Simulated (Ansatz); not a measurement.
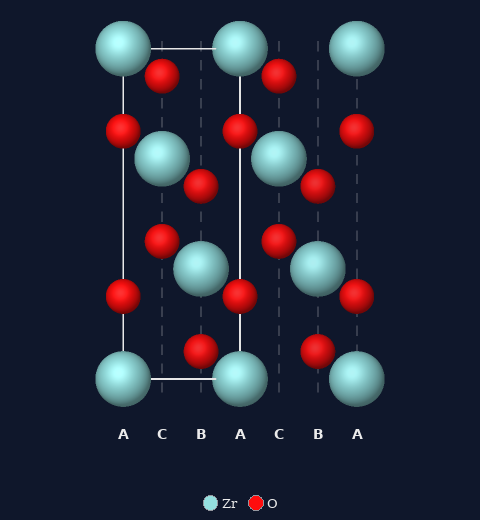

The picture looks along a close-packed row of the hexagonal mesh; [111] points upwards. The dashed lines mark the three columns A (0, 0), B (1/3, 2/3) and C (2/3, 1/3). The box is the hexagonal cell of the face-centred cubic lattice. The sequence starts with the first layer at or above the cell's origin.

ZrO₂: coordinates from a relaxation (final pressure about 20 GPa) with Ansatz, DFT, PAW plane waves, r2scan.

Read off the stacking sequence over one period.

Answer. Zr(A) – O(B) – O(A) – Zr(B) – O(C) – O(B) – Zr(C) – O(A) – O(C) (nine layers in 8.62 Å).
